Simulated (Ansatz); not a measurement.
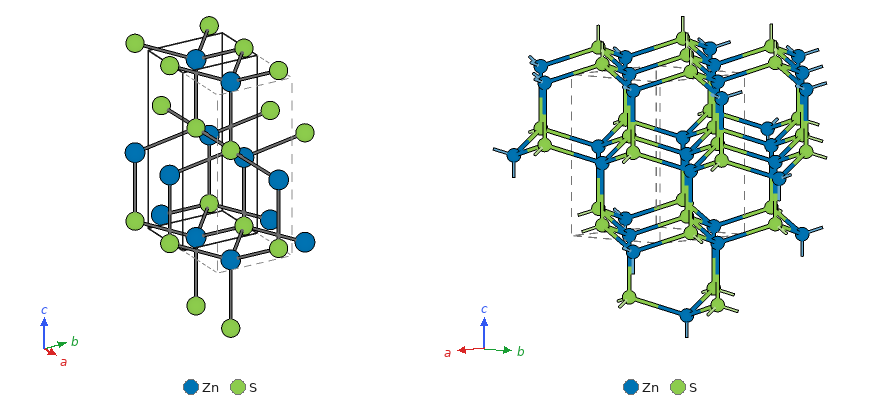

Left: the structure. Right: its underlying net. Nodes are coloured by element. Edges to nodes outside the piece are drawn as stubs.

System ZnS (space group P6_3mc, No. 186); source of the atomic positions: a calculation's input that goes back to an entry of the Crystallography Open Database (an earlier step may have relaxed or displaced it).

Bonds are taken as S–Zn below 2.7 Å. Atoms with one bond or none are removed and atoms with two bonds are replaced by edges, until no such atom is left.

The result is a uninodal 4-connected, three-periodic net: Zn and S are 4-connected nodes. It is the lon net, known from lonsdaleite, wurtzite and tridymite. It is a single net, without interpenetration.

| node | links | point symbol | coordination sequence |
| --- | --- | --- | --- |
| Zn and S | 4 | 6⁶ | 4 12 25 44 67 96 130 170 214 264 |
